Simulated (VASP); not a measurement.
Geometry relaxation of Se (part 2 of 2)

Se (Im-3m, 1 atom in the cell); Kohn-Sham DFT of a periodic cell, PBEsol, VASP PAW PBE potentials, recommended, no spin polarisation (VASP 6.6.1); cutoff 350 eV, 21×21×21 k-mesh, Gaussian smearing of 0.1 eV. The structure derives from an entry of the Crystallography Open Database.

Geometry of the input (Å; fractional positions):
```
1.9622  1.1329  0.8011
-1.9622  1.1329  0.8011
0.0000  -2.2658  0.8011
Se 0.0000  0.0000  0.0000
```

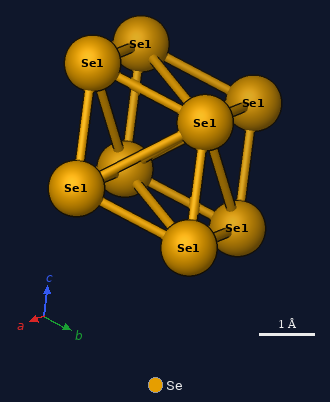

Fig. 1: The geometry at step 7 of the log (ball-and-stick view of the cell of the calculation, seen slightly off an axis; atoms are numbered from 1 in the order of the input).

Parts of OUTCAR, continued:
```
  FORCE on cell =-STRESS in cart. coord.  units (eV):
  Direction    XX          YY          ZZ          XY          YZ          ZX
  --------------------------------------------------------------------------------------
  -------------------------------------------------------------------------------------
  Total       12.5039309     12.5039516     12.5041656     -0.0000000      0.0000000      0.0000000
  in kB     1875.0137075   1875.0168212   1875.0489150     -0.0000000      0.0000001      0.0000000
  external PRESSURE =    -624.9735187 kB  Pullay stress =    2500.0000000 kB

 VOLUME and BASIS-vectors are now :
 -----------------------------------------------------------------------------
  energy-cutoff  :      350.00
  volume of cell :       10.68
      direct lattice vectors                 reciprocal lattice vectors
     1.962205194  1.132880638  0.801074437     0.254815348  0.147117588  0.416107815
    -1.962205194  1.132880638  0.801074437    -0.254815348  0.147117588  0.416107815
     0.000000000 -2.265761275  0.801074437     0.000000000 -0.294235176  0.416107815

 POSITION                                       TOTAL-FORCE (eV/Angst)
 -----------------------------------------------------------------------------------
      0.00000      0.00000      0.00000         0.000000      0.000000     -0.000000
 -----------------------------------------------------------------------------------
    total drift:                                0.000000      0.000000      0.000000

  FREE ENERGIE OF THE ION-ELECTRON SYSTEM (eV)
  ---------------------------------------------------
  free  energy   TOTEN  =        -0.4295323846 eV

  energy  without entropy=       -0.4278877191  energy(sigma->0) =       -0.42871005

  enthalpy is  TOTEN    =        16.2422535397 eV   P V=       16.6717859243

--------------------------------------- Ionic step        2  -------------------------------------------

 number of electron       6.0000005 magnetization

------------------------ aborting loop because EDIFF is reached ----------------------------------------

  FORCE on cell =-STRESS in cart. coord.  units (eV):
  Direction    XX          YY          ZZ          XY          YZ          ZX
  --------------------------------------------------------------------------------------
  -------------------------------------------------------------------------------------
  Total       58.7451034     58.7453483     58.7478722      0.0000000      0.0000000      0.0000000
  in kB    17274.0448095  17274.1168131  17274.8589860      0.0000000      0.0000018      0.0000000
  external PRESSURE =   14774.3402029 kB  Pullay stress =    2500.0000000 kB

 VOLUME and BASIS-vectors are now :
 -----------------------------------------------------------------------------
  energy-cutoff  :      350.00
  volume of cell :        5.45
      direct lattice vectors                 reciprocal lattice vectors
     1.567667754  0.905095286  0.640012763     0.318945133  0.184142674  0.520822947
    -1.567667754  0.905095286  0.640012763    -0.318945133  0.184142674  0.520822947
     0.000000000 -1.810190572  0.640012763     0.000000000 -0.368285349  0.520822947

 POSITION                                       TOTAL-FORCE (eV/Angst)
 -----------------------------------------------------------------------------------
      0.00000      0.00000      1.92004         0.000000      0.000000     -0.000000
 -----------------------------------------------------------------------------------
    total drift:                               -0.000000     -0.000000      0.000000

  FREE ENERGIE OF THE ION-ELECTRON SYSTEM (eV)
  ---------------------------------------------------
  free  energy   TOTEN  =        20.4260819551 eV

  energy  without entropy=       20.4278516664  energy(sigma->0) =       20.42696681

  enthalpy is  TOTEN    =        28.9280141976 eV   P V=        8.5019322425

--------------------------------------- Ionic step        3  -------------------------------------------

 number of electron       6.0000003 magnetization

------------------------ aborting loop because EDIFF is reached ----------------------------------------

  FORCE on cell =-STRESS in cart. coord.  units (eV):
  Direction    XX          YY          ZZ          XY          YZ          ZX
  --------------------------------------------------------------------------------------
  -------------------------------------------------------------------------------------
  Total       14.6644417     14.6644689     14.6647495     -0.0000000      0.0000000      0.0000000
  in kB     2331.0641831   2331.0685102   2331.1131104     -0.0000000      0.0000001      0.0000000
  external PRESSURE =    -168.9180654 kB  Pullay stress =    2500.0000000 kB

 VOLUME and BASIS-vectors are now :
 -----------------------------------------------------------------------------
  energy-cutoff  :      350.00
  volume of cell :       10.08
      direct lattice vectors                 reciprocal lattice vectors
     1.924423458  1.111067433  0.785650832     0.259818076  0.150005897  0.424276689
    -1.924423458  1.111067433  0.785650832    -0.259818076  0.150005897  0.424276689
     0.000000000 -2.222134865  0.785650832     0.000000000 -0.300011794  0.424276689

 POSITION                                       TOTAL-FORCE (eV/Angst)
 -----------------------------------------------------------------------------------
      0.00000      0.00000      0.00000        -0.000000     -0.000000     -0.000000
 -----------------------------------------------------------------------------------
    total drift:                                0.000000      0.000000     -0.000000

  FREE ENERGIE OF THE ION-ELECTRON SYSTEM (eV)
  ---------------------------------------------------
  free  energy   TOTEN  =         0.3617346319 eV

  energy  without entropy=        0.3628866649  energy(sigma->0) =        0.36231065

  enthalpy is  TOTEN    =        16.0889310602 eV   P V=       15.7271964284

[... ionic steps 4 to 11 ...]

--------------------------------------- Ionic step       12  -------------------------------------------

 number of electron       6.0000015 magnetization

------------------------ aborting loop because EDIFF is reached ----------------------------------------

  FORCE on cell =-STRESS in cart. coord.  units (eV):
  Direction    XX          YY          ZZ          XY          YZ          ZX
  --------------------------------------------------------------------------------------
  -------------------------------------------------------------------------------------
  Total       15.4140992     15.4142850     15.4162002      0.0000000      0.0000000     -0.0000000
  in kB     2496.4438517   2496.4739428   2496.7841158      0.0000000      0.0000008     -0.0000000
  external PRESSURE =      -3.4326965 kB  Pullay stress =    2500.0000000 kB

 VOLUME and BASIS-vectors are now :
 -----------------------------------------------------------------------------
  energy-cutoff  :      350.00
  volume of cell :        9.89
      direct lattice vectors                 reciprocal lattice vectors
     1.912434516  1.104151237  0.780801328     0.261446860  0.150945505  0.426911842
    -1.912434516  1.104151237  0.780801328    -0.261446860  0.150945505  0.426911842
     0.000000000 -2.208302474  0.780801327     0.000000000 -0.301891011  0.426911842

 POSITION                                       TOTAL-FORCE (eV/Angst)
 -----------------------------------------------------------------------------------
     -0.00000     -0.00000      0.00000         0.000000      0.000000     -0.000000
 -----------------------------------------------------------------------------------
    total drift:                                0.000000      0.000000     -0.000000

  FREE ENERGIE OF THE ION-ELECTRON SYSTEM (eV)
  ---------------------------------------------------
  free  energy   TOTEN  =         0.6423692605 eV

  energy  without entropy=        0.6434160686  energy(sigma->0) =        0.64289266

  enthalpy is  TOTEN    =        16.0784256527 eV   P V=       15.4360563921

--------------------------------------- Ionic step       13  -------------------------------------------

 number of electron       6.0000017 magnetization

------------------------ aborting loop because EDIFF is reached ----------------------------------------

  FORCE on cell =-STRESS in cart. coord.  units (eV):
  Direction    XX          YY          ZZ          XY          YZ          ZX
  --------------------------------------------------------------------------------------
  -------------------------------------------------------------------------------------
  Total       15.4280687     15.4282697     15.4303412      0.0000000      0.0000000     -0.0000000
  in kB     2499.5595794   2499.5921389   2499.9277584      0.0000000      0.0000008     -0.0000000
  external PRESSURE =      -0.3068411 kB  Pullay stress =    2500.0000000 kB

 VOLUME and BASIS-vectors are now :
 -----------------------------------------------------------------------------
  energy-cutoff  :      350.00
  volume of cell :        9.89
      direct lattice vectors                 reciprocal lattice vectors
     1.912213066  1.104023919  0.780715208     0.261477138  0.150962913  0.426958935
    -1.912213066  1.104023919  0.780715208    -0.261477138  0.150962913  0.426958935
    -0.000000000 -2.208047838  0.780715207     0.000000000 -0.301925826  0.426958935

 POSITION                                       TOTAL-FORCE (eV/Angst)
 -----------------------------------------------------------------------------------
     -0.00000     -0.00000      0.00000        -0.000000      0.000000     -0.000000
 -----------------------------------------------------------------------------------
    total drift:                               -0.000000      0.000000     -0.000000

  FREE ENERGIE OF THE ION-ELECTRON SYSTEM (eV)
  ---------------------------------------------------
  free  energy   TOTEN  =         0.6476041626 eV

  energy  without entropy=        0.6486473590  energy(sigma->0) =        0.64812576

  enthalpy is  TOTEN    =        16.0783912853 eV   P V=       15.4307871227

--------------------------------------- Ionic step       14  -------------------------------------------

 number of electron       6.0000017 magnetization

 Free energy of the ion-electron system (eV)
  ---------------------------------------------------
  ext. energy  EPLUGINS =         0.00000000
  ---------------------------------------------------
  free energy    TOTEN  =         0.64812427 eV

  energy without entropy =        0.64916708  energy(sigma->0) =        0.64864568

 E-fermi :  17.6997     XC(G=0): -14.2026     alpha+bet :-21.7132

 val. band max:       17.6841166601   @ k =   0.3333   0.1429   0.0476
 cond. band min:      17.7485680868   @ k =  -0.3333   0.4286   0.2381
 fundamental gap:      0.0644514267
 Fermi energy:        17.6997183332

 k-point     1 :       0.0000    0.0000    0.0000
  band No.  band energies     occupation
      1      -8.4440      2.00000
      2      26.5980      0.00000
      3      26.6000      0.00000
      4      26.6002      0.00000
      5      32.1546      0.00000
      6      32.1548      0.00000
      7      32.1566      0.00000

 k-point     2 :       0.0476    0.0000   -0.0000
  band No.  band energies     occupation
      1      -8.3502      2.00000
      2      25.7149      0.00000
      3      26.0659      0.00000
      4      26.4725      0.00000
      5      31.5485      0.00000
      6      31.9852      0.00000
      7      32.8366      0.00000

 k-point     3 :       0.0952    0.0000    0.0000
  band No.  band energies     occupation
      1      -8.0687      2.00000
      2      23.5769      0.00000
      3      24.9148      0.00000
      4      26.1008      0.00000
      5      30.3863      0.00000
      6      31.1150      0.00000
      7      34.2945      0.00000

 k-point     4 :       0.1429   -0.0000    0.0000
  band No.  band energies     occupation
      1      -7.5994      2.00000
      2      20.9034      0.00000
      3      23.6323      0.00000
      4      25.5303      0.00000
      5      29.1909      0.00000
      6      30.0519      0.00000
      7      34.0986      0.00000

 k-point     5 :       0.1905    0.0000    0.0000
  band No.  band energies     occupation
      1      -6.9422      2.00000
      2      18.0744      0.00000
      3      22.4031      0.00000
      4      24.8440      0.00000
      5      28.0963      0.00000
      6      29.0933      0.00000
      7      34.3065      0.00000

 [... the levels of 18 k-points are left out ...]

 k-point    24 :       0.1905    0.0952    0.0000
  band No.  band energies     occupation
      1      -5.8161      2.00000
      2      15.4021      2.00000
      3      19.1157      0.00000
      4      22.6117      0.00000
      5      28.5401      0.00000
      6      30.3195      0.00000
      7      33.6915      0.00000

 [... further k-points ...]

------------------------ aborting loop because EDIFF is reached ----------------------------------------

  FORCE on cell =-STRESS in cart. coord.  units (eV):
  Direction    XX          YY          ZZ          XY          YZ          ZX
  --------------------------------------------------------------------------------------
  -------------------------------------------------------------------------------------
  Total       15.4291395     15.4293419     15.4314290      0.0000000      0.0000000     -0.0000000
  in kB     2499.8178084   2499.8506126   2500.1887557      0.0000000      0.0000008     -0.0000000
  external PRESSURE =      -0.0476078 kB  Pullay stress =    2500.0000000 kB

 VOLUME and BASIS-vectors are now :
 -----------------------------------------------------------------------------
  energy-cutoff  :      350.00
  volume of cell :        9.89
      direct lattice vectors                 reciprocal lattice vectors
     1.912191077  1.104011277  0.780706656     0.261480145  0.150964641  0.426963611
    -1.912191077  1.104011277  0.780706656    -0.261480145  0.150964641  0.426963611
    -0.000000000 -2.208022554  0.780706656     0.000000000 -0.301929283  0.426963611

 POSITION                                       TOTAL-FORCE (eV/Angst)
 -----------------------------------------------------------------------------------
     -0.00000     -0.00000      0.00000        -0.000000     -0.000000      0.000000
 -----------------------------------------------------------------------------------
    total drift:                                0.000000      0.000000     -0.000000

  FREE ENERGIE OF THE ION-ELECTRON SYSTEM (eV)
  ---------------------------------------------------
  free  energy   TOTEN  =         0.6481242746 eV

  energy  without entropy=        0.6491670755  energy(sigma->0) =        0.64864568

  enthalpy is  TOTEN    =        16.0783882443 eV   P V=       15.4302639698

 reached required accuracy - stopping structural energy minimisation
```

CONTCAR:
```
Se
   1.00000000000000
     1.9121910773163715    1.1040112770770500    0.7807066564889417
    -1.9121910773163715    1.1040112770770500    0.7807066564889419
    -0.0000000000000000   -2.2080225537203244    0.7807066560133118
  Se
     1
Direct
     0.0000000000000000    0.0000000000000000    0.0000000000000000

  0.00000000E+00  0.00000000E+00  0.00000000E+00
```

Trajectory as extended XYZ (Å, eV, eV/Å), 14 frames, from step=0 to step=13:
```
1
Lattice="1.9622 1.1329 0.8011 -1.9622 1.1329 0.8011 0.0000 -2.2658 0.8011" Properties=species:S:1:pos:R:3:forces:R:3 step=0 energy=-0.42954
Se    0.0000    0.0000    0.0000    0.0000   0.0000   0.0000
1
Lattice="1.5677 0.9051 0.6400 -1.5677 0.9051 0.6400 0.0000 -1.8102 0.6400" Properties=species:S:1:pos:R:3:forces:R:3 step=1 energy=20.42608
Se    0.0000    0.0000    1.9200    0.0000   0.0000   0.0000
1
Lattice="1.9244 1.1111 0.7857 -1.9244 1.1111 0.7857 0.0000 -2.2221 0.7857" Properties=species:S:1:pos:R:3:forces:R:3 step=2 energy=0.36173
Se    0.0000    0.0000    0.0000    0.0000   0.0000   0.0000
1
Lattice="1.9170 1.1068 0.7826 -1.9170 1.1068 0.7826 0.0000 -2.2136 0.7826" Properties=species:S:1:pos:R:3:forces:R:3 step=3 energy=0.53359
Se    0.0000    0.0000    2.3479    0.0000   0.0000   0.0000
1
Lattice="1.9122 1.1040 0.7807 -1.9122 1.1040 0.7807 0.0000 -2.2080 0.7807" Properties=species:S:1:pos:R:3:forces:R:3 step=4 energy=0.64962
Se    0.0000    0.0000    0.0000    0.0000   0.0000   0.0000
1
Lattice="1.9132 1.1046 0.7811 -1.9132 1.1046 0.7811 0.0000 -2.2092 0.7811" Properties=species:S:1:pos:R:3:forces:R:3 step=5 energy=0.62545
Se    0.0000    0.0000    0.0000    0.0000   0.0000   0.0000
1
Lattice="1.9131 1.1045 0.7810 -1.9131 1.1045 0.7810 0.0000 -2.2090 0.7810" Properties=species:S:1:pos:R:3:forces:R:3 step=6 energy=0.62848
Se    0.0000    0.0000    2.3431    0.0000   0.0000   0.0000
1
Lattice="1.9126 1.1043 0.7809 -1.9126 1.1043 0.7809 0.0000 -2.2085 0.7809" Properties=species:S:1:pos:R:3:forces:R:3 step=7 energy=0.63757
Se    0.0000    0.0000    0.0000    0.0000   0.0000   0.0000
1
Lattice="1.9126 1.1043 0.7809 -1.9126 1.1043 0.7809 0.0000 -2.2085 0.7809" Properties=species:S:1:pos:R:3:forces:R:3 step=8 energy=0.63779
Se    0.0000    0.0000    0.0000    0.0000   0.0000   0.0000
1
Lattice="1.9126 1.1042 0.7809 -1.9126 1.1042 0.7809 0.0000 -2.2085 0.7809" Properties=species:S:1:pos:R:3:forces:R:3 step=9 energy=0.63844
Se    0.0000    0.0000    0.0000    0.0000   0.0000   0.0000
1
Lattice="1.9125 1.1042 0.7808 -1.9125 1.1042 0.7808 0.0000 -2.2084 0.7808" Properties=species:S:1:pos:R:3:forces:R:3 step=10 energy=0.63975
Se    0.0000    0.0000    0.0000    0.0000   0.0000   0.0000
1
Lattice="1.9124 1.1042 0.7808 -1.9124 1.1042 0.7808 0.0000 -2.2083 0.7808" Properties=species:S:1:pos:R:3:forces:R:3 step=11 energy=0.64236
Se    0.0000    0.0000    0.0000    0.0000   0.0000   0.0000
1
Lattice="1.9122 1.1040 0.7807 -1.9122 1.1040 0.7807 -0.0000 -2.2080 0.7807" Properties=species:S:1:pos:R:3:forces:R:3 step=12 energy=0.64760
Se    0.0000    0.0000    0.0000    0.0000   0.0000   0.0000
1
Lattice="1.9122 1.1040 0.7807 -1.9122 1.1040 0.7807 -0.0000 -2.2080 0.7807" Properties=species:S:1:pos:R:3:forces:R:3 step=13 energy=0.64812
Se    0.0000    0.0000    0.0000    0.0000   0.0000   0.0000
```
